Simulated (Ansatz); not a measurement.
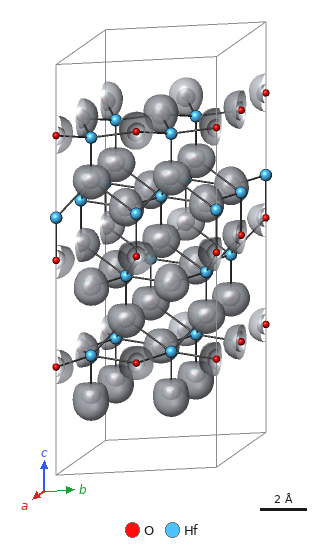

Figure 1: HfO2 (slab). Isosurface of the electron localisation function at 0.75 (grey), seen slightly off an axis. Core shells and regions of very low density are left out. Sticks mark near contacts.

The SCF solution may not be the lowest one.

Computed with DFT PBE, scalar-relativistic, plane waves, PAW (Ansatz).

In a PAW calculation such maps are meaningful between the atoms, not at the nuclei.

Input file:

```
crystal:
  lattice:
    - [3.6045556755, 0.0, 0.0]
    - [-1.8022778378, 3.1216367844, 0.0]
    - [0.0, 0.0, 26.0366526932]
  atoms:
    - { symbol: O, position: [0.6666666667, 0.3333333333, 0.2880554612] }
    - { symbol: O, position: [0.0, 0.0, 0.3445740049] }
    - { symbol: Hf, position: [0.6666666667, 0.3333333333, 0.3728332767] }
    - { symbol: O, position: [0.3333333333, 0.6666666667, 0.4010925486] }
    - { symbol: O, position: [0.6666666667, 0.3333333333, 0.4576110922] }
    - { symbol: Hf, position: [0.3333333333, 0.6666666667, 0.4858703641] }
    - { symbol: O, position: [0.0, 0.0, 0.5141296359] }
    - { symbol: O, position: [0.3333333333, 0.6666666667, 0.5706481796] }
    - { symbol: Hf, position: [0.0, 0.0, 0.5989074514] }
    - { symbol: O, position: [0.6666666667, 0.3333333333, 0.6271667233] }
    - { symbol: O, position: [0.0, 0.0, 0.6836852669] }
    - { symbol: Hf, position: [0.6666666667, 0.3333333333, 0.7119445388] }
basis:
  ecutwfc: 420
kpoints:
  mp_grid: { grid: [9, 9, 1] }
hamiltonian:
  xc: pbe
scf:
  occupations: { method: gaussian, width: 0.05 }
output:
  forces: true
  eigenvalues: true
  write_density: true
  write_potential: true
  elf: true
  volumetric_format: npy
relax:
  adjacent_minimum: "off"
  f_tol: 0.02
  max_steps: 60
efield:
  axis: 3
  dipole_correction: true
  ramp_width: 0.04
```

Launched as:

```sh
ansatz run input.yaml --threads 1 --pin off --max-ram 2560MiB --backend cpu --events-out ev --progress --plain --runs-dir out
```

The fields are those of the run's last geometry, not of the input's.

### Identify the bonds, lone pairs and shells in this picture.

The ELF exceeds this value in eight regions wrapped around O (the valence shell of each), counted in one cell of 12 atoms. Counts are for one cell; the picture repeats the cell along the surface. Profiles from the grid: Hf–O (1.86 Å): the ELF peaks at about 0.80 in the valence shell of O, 0.5 Å from its nucleus, and drops to about 0.30 between the two atoms: no localised pair shows between them. Hf–O (1.92 Å): the ELF peaks at about 0.80 in the valence shell of O, 0.6 Å from its nucleus, and drops to about 0.25 between the two atoms (no localised pair shows between them).
